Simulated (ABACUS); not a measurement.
## A series of single points on Ge

System: Ge (I4₁/amd, 2 atoms in the cell).
Method: Kohn-Sham DFT of a periodic cell, PBE, PseudoDojo NC SR 0.4.1 PBE standard, no spin polarisation (ABACUS 3.10.1).

The 7 runs differ only in the geometry, by an even scaling of the cell at fixed fractional positions. The structure derives from a Materials Project entry.

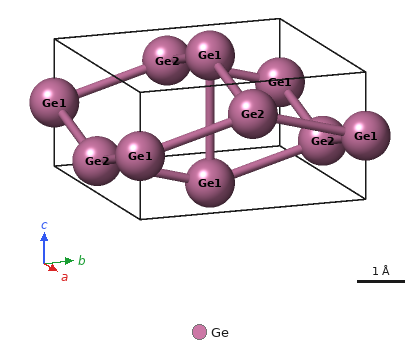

Figure 1. The structure of run 4 (ball-and-stick view of the cell 2 times as large as that of the calculation, set on its symmetry axes, seen slightly off an axis; atoms are numbered from 1 in the order of the input).

### The input of run 4
```python
"""ABACUS run from a structure file: ASE reads it, the script writes STRU, KPT and INPUT."""
import re
import subprocess
import spglib
from ase import Atoms
from ase.io import read
from ase.units import Bohr

atoms = read("Ge.cif")
cell, frac, numbers = spglib.standardize_cell((atoms.cell[:], atoms.get_scaled_positions(), atoms.numbers), to_primitive=True, symprec=1e-4)
atoms = Atoms(numbers=numbers, cell=cell, scaled_positions=frac, pbc=True)  # the primitive cell
atoms = atoms[(-atoms.numbers).argsort(kind="stable")]  # ABACUS lists atoms element by element
pseudo = {'Ge': 'Ge.upf'}
orbital = {}
magmoms = None
kmesh = [9, 9, 9]
params = {
    'suffix': 'Ge',
    'calculation': 'scf',
    'basis_type': 'pw',
    'pseudo_dir': './',
    'symmetry': 1,
    'dft_functional': 'pbe',
    'ecutwfc': 79,
    'pseudo_rcut': 10,
    'nspin': 1,
    'nbands': 18,
    'ks_solver': 'dav',
    'smearing_method': 'fd',
    'smearing_sigma': 0.00367493,
    'scf_thr': 1e-08,
    'scf_nmax': 100,
    'mixing_type': 'broyden',
    'mixing_beta': 0.7,
    'cal_force': 1,
    'cal_stress': 1,
    'kpar': 4,
}

symbols = atoms.get_chemical_symbols()
elements = list(dict.fromkeys(symbols))
lines = ["ATOMIC_SPECIES"] + [f"{e} {atoms.get_masses()[symbols.index(e)]:.4f} {pseudo[e]}" for e in elements]
if orbital:
    lines += ["", "NUMERICAL_ORBITAL"] + [orbital[e] for e in elements]
lines += ["", "LATTICE_CONSTANT", f"{1 / Bohr:.10f}", "", "LATTICE_VECTORS"]
lines += [" ".join(f"{x:.10f}" for x in v) for v in atoms.cell]
lines += ["", "ATOMIC_POSITIONS", "Direct"]
for e in elements:
    lines += ["", e, "0.0", str(symbols.count(e))]
    for i, p in enumerate(atoms.get_scaled_positions(wrap=False)):
        if symbols[i] == e:
            mag = "" if magmoms is None else " mag " + " ".join(str(x) for x in (magmoms[i] if isinstance(magmoms[i], list) else [magmoms[i]]))
            lines.append(" ".join(f"{x:.10f}" for x in p) + " 1 1 1" + mag)
open("STRU", "w").write("\n".join(lines) + "\n")
open("KPT", "w").write("K_POINTS\n0\nGamma\n%d %d %d 0 0 0\n" % tuple(kmesh))
open("INPUT", "w").write("INPUT_PARAMETERS\n" + "".join(f"{k:<20s}{v}\n" for k, v in params.items()))

done = subprocess.run(['mpirun', '-np', '4', 'abacus'])
if done.returncode:
    raise SystemExit(done.returncode)
log = open("OUT.Ge/running_scf.log").read()
print("final energy (eV):", re.findall(r"FINAL_ETOT_IS (\S+)", log))
```

### File Ge.cif of run 4
```
data_Ge
_cell_length_a 5.14897944
_cell_length_b 5.14897944
_cell_length_c 2.79482529
_cell_angle_alpha 90.00000000
_cell_angle_beta 90.00000000
_cell_angle_gamma 90.00000000
_space_group_name_H-M_alt 'I4_1/amd'
_space_group_name_Hall 'I 4bw 2bw -1bw'
_space_group_IT_number 141
loop_
_space_group_symop_operation_xyz
'x,y,z'
'-y,x+1/2,z+1/4'
'-x+1/2,-y+1/2,z+1/2'
'y+1/2,-x,z+3/4'
'x,-y+1/2,-z+1/4'
'-y,-x,-z'
'-x+1/2,y,-z+3/4'
'y+1/2,x+1/2,-z+1/2'
'-x,-y+1/2,-z+1/4'
'y,-x,-z'
'x+1/2,y,-z+3/4'
'-y+1/2,x+1/2,-z+1/2'
'-x,y,z'
'y,x+1/2,z+1/4'
'x+1/2,-y+1/2,z+1/2'
'-y+1/2,-x,z+3/4'
'x+1/2,y+1/2,z+1/2'
'-y+1/2,x,z+3/4'
'-x,-y,z'
'y,-x+1/2,z+1/4'
'x+1/2,-y,-z+3/4'
'-y+1/2,-x+1/2,-z+1/2'
'-x,y+1/2,-z+1/4'
'y,x,-z'
'-x+1/2,-y,-z+3/4'
'y+1/2,-x+1/2,-z+1/2'
'x,y+1/2,-z+1/4'
'-y,x,-z'
'-x+1/2,y+1/2,z+1/2'
'y+1/2,x,z+3/4'
'x,-y,z'
'-y,-x+1/2,z+1/4'
loop_
_atom_site_label
_atom_site_type_symbol
_atom_site_symmetry_multiplicity
_atom_site_Wyckoff_symbol
_atom_site_fract_x
_atom_site_fract_y
_atom_site_fract_z
_atom_site_occupancy
Ge1 Ge 4 b 0.0000000000 0.0000000000 0.5000000000 1
```

### File INPUT of run 4
```
INPUT_PARAMETERS
suffix              Ge
calculation         scf
basis_type          pw
pseudo_dir          ./
symmetry            1
dft_functional      pbe
ecutwfc             79
pseudo_rcut         10
nspin               1
nbands              18
ks_solver           dav
smearing_method     fd
smearing_sigma      0.00367493
scf_thr             1e-08
scf_nmax            100
mixing_type         broyden
mixing_beta         0.7
cal_force           1
cal_stress          1
kpar                4
```

### File STRU of run 4
```
ATOMIC_SPECIES
Ge 72.6300 Ge.upf

LATTICE_CONSTANT
1.8897261258

LATTICE_VECTORS
-2.5744897200 2.5744897200 1.3974126450
2.5744897200 -2.5744897200 1.3974126450
2.5744897200 2.5744897200 -1.3974126450

ATOMIC_POSITIONS
Direct

Ge
0.0
2
0.5000000000 0.5000000000 0.0000000000 1 1 1
0.2500000000 0.7500000000 0.5000000000 1 1 1
```

### File KPT of run 4
```
K_POINTS
0
Gamma
9 9 9 0 0 0
```

Command:
```bash
OMP_NUM_THREADS=1 python run_abacus.py > log
```

Run 6 has the same physical settings and fractional positions; its lattice vectors (Å) are:
```
  -2.608368    2.608368    1.415802
   2.608368   -2.608368    1.415802
   2.608368    2.608368   -1.415802
```

### Results, with one run withheld

```csv
run,volume per atom (Å³),"free energy per atom, from the lowest run given (meV)",pressure (GPa)
1,17.413,47.75,8.99
2,17.783,29.46,6.84
3,18.154,15.91,4.90
4,18.524,6.61,3.16
5,18.895,1.12,1.61
6,19.265,?,?
7,19.636,0.00,−1.03
```

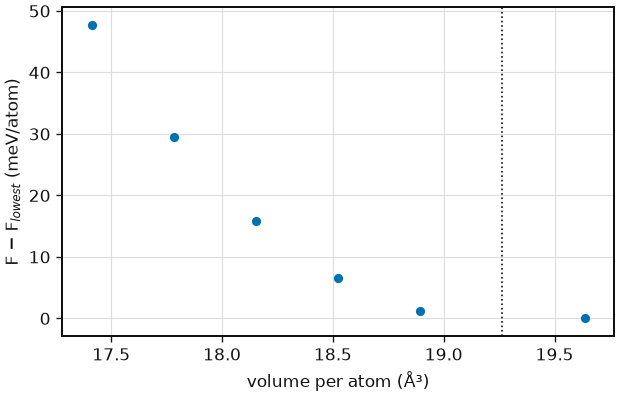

Figure 2. Free energy per atom of the runs given; the dotted line marks run 6.

Fit the runs given and predict run 6.

A cubic polynomial in V^(−2/3) (the Birch–Murnaghan form), fitted to the 6 runs given, misses them by at most 0.01 meV per atom. With x = V^(−2/3) − 0.14360 Å⁻², it reads F = 9.8331 + 4595.6 x + 4.932e+05 x² + 1.2964e+06 x³ (meV per atom). At run 6 it gives −0.96 meV per atom, and the run itself gives −0.97. The slope of the fit gives a pressure −dF/dV of 0.22 GPa there, and the run prints 0.21 GPa. The fit has its minimum at 19.327 Å³ per atom, where V d²F/dV² gives 67.4 GPa. Cell shape and fractional positions are held, so this is the stiffness under even scaling; the relaxed bulk modulus wasn't computed.

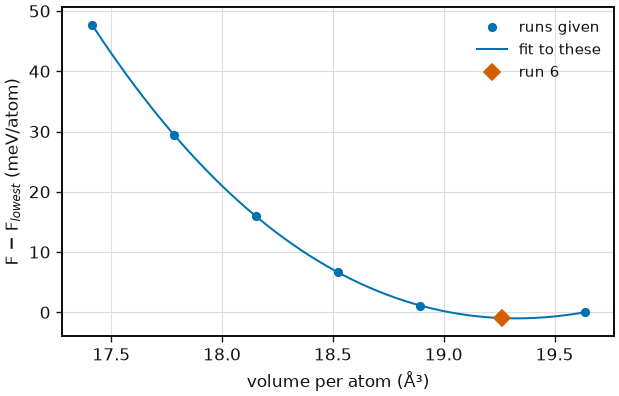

Figure 3. The fit and the withheld run.

### Some lines of the output (run 6)
```
[...]
                          Volume (Bohr^3) = 260.014
                             Volume (A^3) = 38.5301
 E_Fermi        0.8674595496         11.8023926590
 E_Fermi        0.8637133508         11.7514230098
 E_Fermi        0.8633891233         11.7470116682
 E_Fermi        0.8636572019         11.7506590640
 E_Fermi        0.8635802162         11.7496116200
 E_KS(sigma->0) -357.2512862792      -4860.6531112258
 E_Fermi        0.8635898061         11.7497420978
 final etot is -4860.6566186 eV
 EFERMI = 11.749742098 eV
 TOTAL-PRESSURE: 2.142914 KBAR
 !FINAL_ETOT_IS -4860.6566186151903821 eV
```
